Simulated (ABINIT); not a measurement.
# InP (F-43m): a self-consistent loop beyond G0W0, cycle by cycle, part 3 of 3

Wanted: G0W0 and self-consistent gaps of InP (F-43m), with the cost of the cycles.

ABINIT 10.8.3; PBE and many-body steps on it, plane waves. Known limits of the many-body steps: not at the basis limit; mesh may overstate the screening; no spin-orbit coupling; coarse k mesh.

So far. Step 11 (QSGW, cycle 3): Against the cycle before, the gap moves by +0.023 eV.

The database entry behind the starting cell differs from later determinations by our own check (0.1 to 0.3 % short, probably kX units), so it need not match the best structure at ambient conditions.

### 14. QSGW, cycle 4

This step: QSGW on PBE, plane waves, norm-conserving pseudopotentials.

run.abi reads:

```
acell 3*1.0 Angstrom
rprim 
  -0.000000000000 2.930500000000 2.930500000000
  2.930500000000 -0.000000000000 2.930500000000
  2.930500000000 2.930500000000 -0.000000000000
ntypat 2
znucl 49 15
natom 2
typat 1 2
xred 
  0.000000000000 0.000000000000 0.000000000000
  0.250000000000 0.250000000000 0.250000000000
pp_dirpath "pseudos"
pseudos "In.upf, P.upf"
ecut 33
ngkpt 4 4 4
nshiftk 1
shiftk 0 0 0
kptopt 1
chksymbreak 0
istwfk *1
occopt 1
irdwfk 1
optdriver 4
nband 33
gwcalctyp 28
ecutsigx 33
symsigma 0
nkptgw 8
kptgw 
  0.0000000000 0.0000000000 0.0000000000
  0.2500000000 0.0000000000 0.0000000000
  0.5000000000 0.0000000000 0.0000000000
  0.2500000000 0.2500000000 0.0000000000
  0.5000000000 0.2500000000 0.0000000000
  -0.2500000000 0.2500000000 0.0000000000
  0.5000000000 0.5000000000 0.0000000000
  -0.2500000000 0.5000000000 0.2500000000
bdgw 
  11 23
  11 23
  11 23
  11 23
  11 23
  11 23
  11 23
  11 23
ecuteps 3.2
irdscr 1
ppmodel 1
irdqps 1
rhoqpmix 0.3
indata_prefix "in"
outdata_prefix "out"
tmpdata_prefix "tmp"
```

Launch:

```sh
$ OMP_NUM_THREADS=1 mpirun -n 4 abinit run.abi > log
```

Numbers of over 12 decimals in the logs are rounded to 6 here.

What it wrote:

```text
.Version 10.8.3 of ABINIT. v10.8.2 released Aug 2026.

 Symmetries : space group F-4 3 m (#216); Bravais cF (face-center cubic)
[... echo of the input left out ...]
== DATASET  1 ==================================================================
-   mpi_nproc: 4, omp_nthreads: 1 (-1 if OMP is not activated)

--- !DatasetInfo
iteration_state: {dtset: 1, }
dimensions: {natom: 2, nkpt: 8, mband: 33, nsppol: 1, nspinor: 1, nspden: 1, mpw: 3119, }
cutoff_energies: {ecut:  33.0, pawecutdg:  -1.0, }
[...]
.  kptgw no:  3; Maximum DeltaE = (   0.002  -0.018) for band index:  7
[...]
.  kptgw no:  7; Maximum DeltaE = (  -0.003   0.001) for band index: 13
.  kptgw no:  8; Maximum DeltaE = (  -0.002   0.000) for band index: 13

== END DATASET(S) ==============================================================
================================================================================

 -outvars: echo values of variables after computation  --------
           etotal      0.0000000000E+00
            nband          33
             nkpt           8
          spgroup         216
 [... the other variables as echoed above ...]

 Calculation completed.
```

Run time: 66 s. Hardware: 4 MPI ranks of Arm Neoverse V1, shared host; peak memory 1.3 GiB; 4.4 min of CPU time.

Numbers from this step:

```
quasiparticle gap on the mesh                         : 1.628 eV
gap of the density functional on the mesh             : 0.7089 eV
k of the valence top                                  : 0, 0, 0
k of the conduction bottom                            : 0, 0, 0
least direct quasiparticle gap on the computed points : 1.628 eV
```

Against the cycle before, the gap moves by +0.000 eV.

### 15. Screening, 4×4×4 mesh, 33 bands, screening to 87.1 eV

This step: RPA screening on PBE, plane waves, norm-conserving pseudopotentials.

run.abi reads:

```
acell 3*1.0 Angstrom
rprim 
  -0.000000000000 2.930500000000 2.930500000000
  2.930500000000 -0.000000000000 2.930500000000
  2.930500000000 2.930500000000 -0.000000000000
ntypat 2
znucl 49 15
natom 2
typat 1 2
xred 
  0.000000000000 0.000000000000 0.000000000000
  0.250000000000 0.250000000000 0.250000000000
pp_dirpath "pseudos"
pseudos "In.upf, P.upf"
ecut 33
ngkpt 4 4 4
nshiftk 1
shiftk 0 0 0
kptopt 1
chksymbreak 0
istwfk *1
occopt 1
irdwfk 1
optdriver 3
nband 33
ecuteps 3.2
inclvkb 2
awtr 1
symchi 1
gwcalctyp 28
mbpt_sciss 0.901 eV
nqptdm 1
qptdm 
  0 0 0
indata_prefix "in"
outdata_prefix "out"
tmpdata_prefix "tmp"
```

What it wrote:

```text
.Version 10.8.3 of ABINIT. v10.8.2 released Aug 2026.

 Symmetries : space group F-4 3 m (#216); Bravais cF (face-center cubic)
[... echo of the input left out ...]
== DATASET  1 ==================================================================
-   mpi_nproc: 4, omp_nthreads: 1 (-1 if OMP is not activated)

--- !DatasetInfo
iteration_state: {dtset: 1, }
dimensions: {natom: 2, nkpt: 8, mband: 33, nsppol: 1, nspinor: 1, nspden: 1, mpw: 3119, }
cutoff_energies: {ecut:  33.0, pawecutdg:  -1.0, }
[...]
[... chi0 elements left out ...]
 For q-point:  0.000010 0.000020 0.000030
  dielectric constant =  25.0091
  dielectric constant without local fields =  26.2977

  Average fulfillment of the sum rule on Im[epsilon] for q-point    1 :     24.31  [%]
[... wings left out ...]
== END DATASET(S) ==============================================================
================================================================================

 -outvars: echo values of variables after computation  --------
           etotal      0.0000000000E+00
            nband          33
             nkpt           8
          spgroup         216
 [... the other variables as echoed above ...]

 Calculation completed.
```

Run time: 3.4 s. Hardware: 4 MPI ranks; peak memory 0.49 GiB; 13 s of CPU time.

Numbers from this step:

| Item | Value |
| --- | --- |
| ε∞ with local fields, on this mesh, along the program's q direction | 25.01 |
| the same without local fields | 26.30 |
| plasma frequency | 26.69 eV |
| plane waves in the screening matrix | 89 |

This screening uses the functional's bands under a rigid shift, the mean opening of the cycle before.

### 16. Screening, 4×4×4 mesh, 33 bands, screening to 87.1 eV

This step: RPA screening on PBE from quasiparticle energies and orbitals, plane waves, norm-conserving pseudopotentials.

run.abi, as its differences from that of step 15:

```diff
@@ -29,7 +29,13 @@
 symchi 1
+irdqps 1
 gwcalctyp 28
-mbpt_sciss 0.901 eV
-nqptdm 1
+nqptdm 7
 qptdm 
-  0 0 0
+  0.2500000000 0.0000000000 0.0000000000
+  0.5000000000 0.0000000000 0.0000000000
+  0.2500000000 0.2500000000 0.0000000000
+  0.5000000000 0.2500000000 0.0000000000
+  -0.2500000000 0.2500000000 0.0000000000
+  0.5000000000 0.5000000000 0.0000000000
+  -0.2500000000 0.5000000000 0.2500000000
 indata_prefix "in"
```

mrgscr.stdin reads:

```
2
merged
q0_SCR
out_SCR
1
```

Launch:

```sh
$ OMP_NUM_THREADS=1 mpirun -n 4 abinit run.abi > log; mrgscr < mrgscr.stdin
```

What it wrote:

```text
.Version 10.8.3 of ABINIT. v10.8.2 released Aug 2026.

 Symmetries : space group F-4 3 m (#216); Bravais cF (face-center cubic)
[... echo of the input left out ...]
== DATASET  1 ==================================================================
-   mpi_nproc: 4, omp_nthreads: 1 (-1 if OMP is not activated)

--- !DatasetInfo
iteration_state: {dtset: 1, }
dimensions: {natom: 2, nkpt: 8, mband: 33, nsppol: 1, nspinor: 1, nspden: 1, mpw: 3119, }
cutoff_energies: {ecut:  33.0, pawecutdg:  -1.0, }
[...]
q-point number  1        q = ( 0.250000, 0.000000, 0.000000) [r.l.u.]
--------------------------------------------------------------------------------
[... chi0 elements left out ...]
  Average fulfillment of the sum rule on Im[epsilon] for q-point    2 :     40.37  [%]

--------------------------------------------------------------------------------
  q-point number  2        q = ( 0.500000, 0.000000, 0.000000) [r.l.u.]
--------------------------------------------------------------------------------
[... chi0 elements left out ...]
  Average fulfillment of the sum rule on Im[epsilon] for q-point    3 :     34.13  [%]

 [... 5 further q-points ...]
```

Run time: 6.3 s. Hardware: 4 MPI ranks; peak memory 0.52 GiB.

Numbers from this step:

```
plasma frequency                    : 26.69 eV
plane waves in the screening matrix : 89
```

This screening reads the quasiparticle levels of the cycle before.

### 17. QSGW, cycle 5

This step: QSGW on PBE, plane waves, norm-conserving pseudopotentials.

run.abi, as its differences from that of step 16:

```diff
@@ -23,12 +23,10 @@
 irdwfk 1
-optdriver 3
+optdriver 4
 nband 33
-ecuteps 3.2
-inclvkb 2
-awtr 1
-symchi 1
-irdqps 1
 gwcalctyp 28
-nqptdm 7
-qptdm 
+ecutsigx 33
+symsigma 0
+nkptgw 8
+kptgw 
+  0.0000000000 0.0000000000 0.0000000000
   0.2500000000 0.0000000000 0.0000000000
@@ -40,2 +38,16 @@
   -0.2500000000 0.5000000000 0.2500000000
+bdgw 
+  11 23
+  11 23
+  11 23
+  11 23
+  11 23
+  11 23
+  11 23
+  11 23
+ecuteps 3.2
+irdscr 1
+ppmodel 1
+irdqps 1
+rhoqpmix 0.3
 indata_prefix "in"
```

Launch:

```sh
$ OMP_NUM_THREADS=1 mpirun -n 4 abinit run.abi > log
```

What it wrote:

```text
.Version 10.8.3 of ABINIT. v10.8.2 released Aug 2026.

 Symmetries : space group F-4 3 m (#216); Bravais cF (face-center cubic)
[... echo of the input left out ...]
== DATASET  1 ==================================================================
-   mpi_nproc: 4, omp_nthreads: 1 (-1 if OMP is not activated)

--- !DatasetInfo
iteration_state: {dtset: 1, }
dimensions: {natom: 2, nkpt: 8, mband: 33, nsppol: 1, nspinor: 1, nspden: 1, mpw: 3119, }
cutoff_energies: {ecut:  33.0, pawecutdg:  -1.0, }
[...]
.  kptgw no:  3; Maximum DeltaE = (  -0.002  -0.000) for band index: 13
[...]
.  kptgw no:  7; Maximum DeltaE = (  -0.000  -0.000) for band index: 12
.  kptgw no:  8; Maximum DeltaE = (  -0.002   0.000) for band index: 13

== END DATASET(S) ==============================================================
================================================================================

 -outvars: echo values of variables after computation  --------
           etotal      0.0000000000E+00
            nband          33
             nkpt           8
          spgroup         216
 [... the other variables as echoed above ...]

 Calculation completed.
```

It took 67 s on 4 MPI ranks; peak memory 1.3 GiB; 4.4 min of CPU time.

Numbers from this step:

| Property | Result |
| --- | --- |
| quasiparticle gap on the mesh | 1.624 eV |
| gap of the density functional on the mesh | 0.7089 eV |
| k of the valence top | 0, 0, 0 |
| k of the conduction bottom | 0, 0, 0 |
| least direct quasiparticle gap on the computed points | 1.624 eV |

Against the cycle before, the gap moves by −0.004 eV.

### 18. The runs together

Times are wall times on 4 MPI ranks of Arm Neoverse V1, shared host, good to a factor of about two. A run's time includes the screening step that it read.

```csv
run,mesh,bands,screening cutoff (eV),DFT gap (eV),gap on the mesh (eV),direct (eV),ε∞ used,time
G0W0,4×4×4,33,87.1,0.709,1.417,1.417,44.13,9.8 s
"QSGW, cycle 1",4×4×4,33,87.1,0.709,1.533,1.533,44.13,68 s
"QSGW, cycle 2",4×4×4,33,87.1,0.709,1.605,1.605,26.19,76 s
"QSGW, cycle 3",4×4×4,33,87.1,0.709,1.628,1.628,25.33,76 s
"QSGW, cycle 4",4×4×4,33,87.1,0.709,1.628,1.628,25.06,76 s
"QSGW, cycle 5",4×4×4,33,87.1,0.709,1.624,1.624,25.01,76 s
```

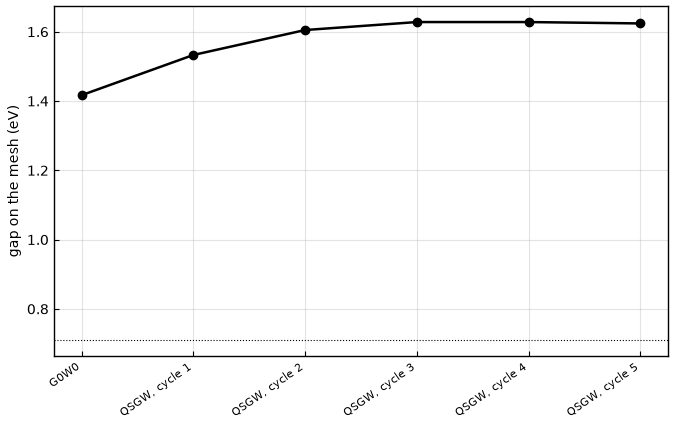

The gap through the cycles; the dotted line is the starting gap.

### 19. Results

```yaml
g0w0: 1.417 eV
qsgw_cycle_1: 1.533 eV
qsgw_cycle_2: 1.605 eV
qsgw_cycle_3: 1.628 eV
qsgw_cycle_4: 1.628 eV
qsgw_cycle_5: 1.624 eV
known_limits: not at the basis limit; mesh may overstate the screening; no spin-orbit coupling; coarse k mesh
```

**Reading.** Only the bands that the input lists are updated; the others, empty or deep, keep the functional's energies or take a rigid shift. QSGW ends at 1.62 eV, +0.21 eV from G0W0, after 5 cycles that took 6.1 min beside the first screening; the last moved the gap by 0.004 eV. Bands and cutoff are finite, so the gap is not at the basis limit. The miss can reach some tenths of an eV and take either sign; the mesh is an error of its own. The 4×4×4 mesh is coarse for this cell, which bears on the long-range parts of exchange and screening. The RPA ε∞ on this mesh reaches over 25; with a narrow direct gap a coarse mesh can overstate it, and the correction is then too small. In the updated screening the q = 0 part is built from Kohn-Sham bands under a rigid shift, the other q from the quasiparticle levels. The many-body steps are scalar-relativistic: spin-orbit coupling is not in them.

[Paths, hosts, dates, memory and timing lines, banners, echoed tables and standing remarks are left out of the program output.]

[Logs are printed without paths, hosts, clocks, repeated set-up lines and the standing remarks that a program may print on its own settings, such as how far it seeks lower states.]

[Runs of the session that timed out or met a known fault of the program may be left out.]

[Hosts, paths, dates, database ids (printed as entryN), source tags and the programs' standing remarks are cut or masked in the printed files.]

[G0W0 gaps are taken among the corrected bands and points alone; a level outside them can change the order at an edge.]

[Where Ansatz stands beside ABINIT at settings called matched, ABINIT's density can come from a denser mesh and the files from another edition; pairs whose starting gaps differed by over 0.03 eV were left out, so agreement reads better than it is.]
